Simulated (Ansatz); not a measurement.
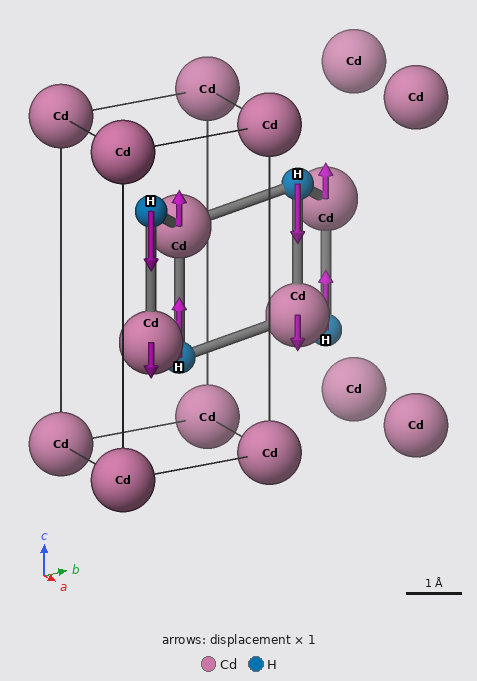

This is a relaxation of solid Cd₃H₂ (built on the A-type sesquioxide_164 type) (coarse preliminary run). The starting structure is drawn; purple arrows show the displacements (the part carried along by the change of the cell is left out), at their true length.

The picture is a ball-and-stick view of the cell of the calculation, repeated 1 × 2 × 1 with one cell outlined, seen slightly off an axis.

Case: A-type sesquioxide type (P-3m1, No. 164).

Level of theory: DFT PBE, scalar-relativistic, plane waves, PAW in Ansatz. (plane-wave cutoff 420 eV; k-point mesh 6 × 6 × 4; occupations gaussian; smearing width 0.1 eV; no spin polarisation; cell and atoms relaxed; force threshold 0.04 eV/Å; at most 70 steps)

### Which element moves most?

Hydrogen: up to 1.14 Å, against 0.68 Å for cadmium.

### What did the optimiser do to the structure, and how much energy did it gain?

The largest moves relative to the cell, 1.14 Å, are those of H atoms. Largest moves by element: H 1.14 Å, Cd 0.68 Å. The volume changes by +2.3 %, with a = b 3.931 → 3.318 Å (−15.6 %), c 6.116 → 8.780 Å (+43.5 %). Among the contacts that change: Cd–H 2.446 → 3.061 Å, Cd–H 2.367 → 2.097 Å. The space group stays P-3m1 (No. 164). Over 20 accepted moves (25 points after the start) the energy falls by 1.458 eV per cell of the calculation. The largest force component goes from 0.86 to 0.028 eV/Å. The pressure goes from 1.25 to 0.04 GPa. The line search rejected the trial steps at points 10, 20 of the run. The SCF was repeated 3 times at an unchanged geometry on a basis and grid sized afresh for the cell, which shifted the energy by 22.1 meV per cell of the calculation at most.
